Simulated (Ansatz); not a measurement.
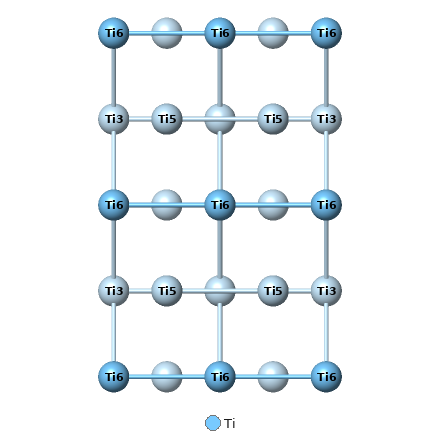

The system is S on a Ti(100) slab cut from the P6/mmm phase, its upper half relaxed before the scan (6 atoms of substrate and one adsorbate in a 1 × 1 cell); the picture shows it without the atoms that are moved over the map. S is moved over the surface cell; relaxed at each place: the height of the adsorbate's atoms; substrate rigid; the origin of the map has the adsorbate above Ti6. Places are given modulo a cell vector. The map is drawn in real space over the plane of the surface. Grid: 6 × 10 points; 24 points were computed and 36 follow by symmetry. All energies are given in eV relative to the lowest grid point. With one adsorbate in each 1 × 1 cell, its nearest image is 2.8 Å away, so neighbouring adsorbates interact. Computed with DFT PBE, scalar-relativistic, plane waves, PAW in Ansatz. Settings: cutoff 420 eV, k-mesh 9×6×1, gaussian smearing 0.1 eV, no spin polarisation.

Range: position of S7 along the first surface vector from 0.000 to 0.833; position of S7 along the second surface vector from 0.0 to 0.9.

**What will the energy surface look like?**

The lowest grid point is at the trough between two rows of top atoms, (0/6, 5/10) of the cell vectors. There is a further well near (3/6, 4/10) of the cell vectors [nearest 1 Ti at 2.32 Å] (0.57 eV above the lowest at that grid point). The highest grid point, the top site over a surface Ti atom, (0/6, 0/10) of the cell vectors, lies 2.08 eV above the lowest. On the interpolated surface the easiest way out of the lowest well to the well at about (0.50, 0.64) of the cell vectors passes a barrier of about 0.59 eV. At the lowest point the adsorbate has 4 Ti at 2.42 Å as nearest neighbours, at the highest 1 Ti at 2.20 Å. Its relaxed height above the top atom is 0.71 Å at the lowest and 2.20 Å at the highest point.

```csv
"second ↓, first →",0/6,1/6,2/6,3/6,4/6,5/6
9/10,2.07,1.85,1.37,1.16,1.37,1.85
8/10,2.03,1.78,1.26,1.03,1.26,1.78
7/10,1.80,1.53,0.96,0.67,0.96,1.53
6/10,0.91,0.76,0.60,0.57,0.60,0.76
5/10,0.00,0.25,0.60,0.70,0.60,0.25
4/10,0.91,0.76,0.60,0.57,0.60,0.76
3/10,1.80,1.53,0.96,0.67,0.96,1.53
2/10,2.03,1.78,1.26,1.03,1.26,1.78
1/10,2.07,1.85,1.37,1.16,1.37,1.85
0/10,2.08,1.86,1.39,1.19,1.39,1.86
```

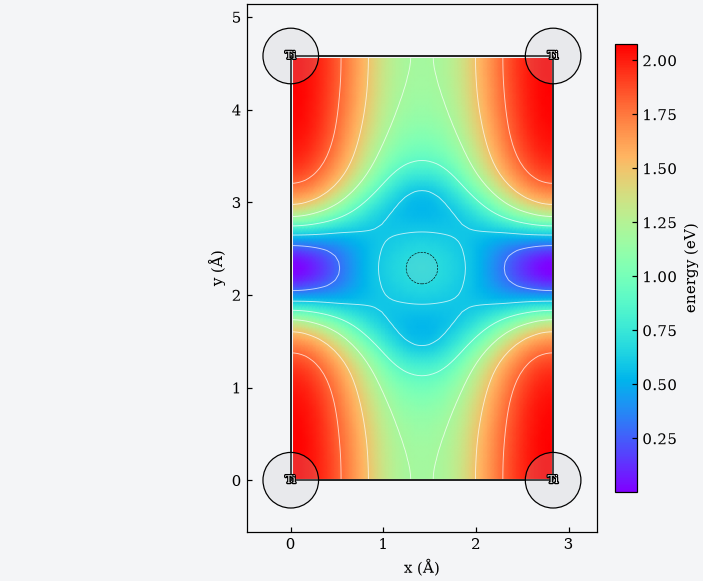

The picture shows a smooth colour map with a few white contour lines, labelled circles for the atoms of the top layer and small ones for the second layer, the outline of one cell of the plane. Between grid points the surface is interpolated.

Each point was launched as `ansatz run input.yaml --threads 2 --pin off --max-ram 6144MiB --backend cpu --events-out ev --progress --plain --runs-dir out`. Time for the 24 points that were run: 12 min on 2 threads of Intel(R) Xeon(R) 6975P-C (Granite Rapids) (shared host).

PAW datasets: the set soft_1.
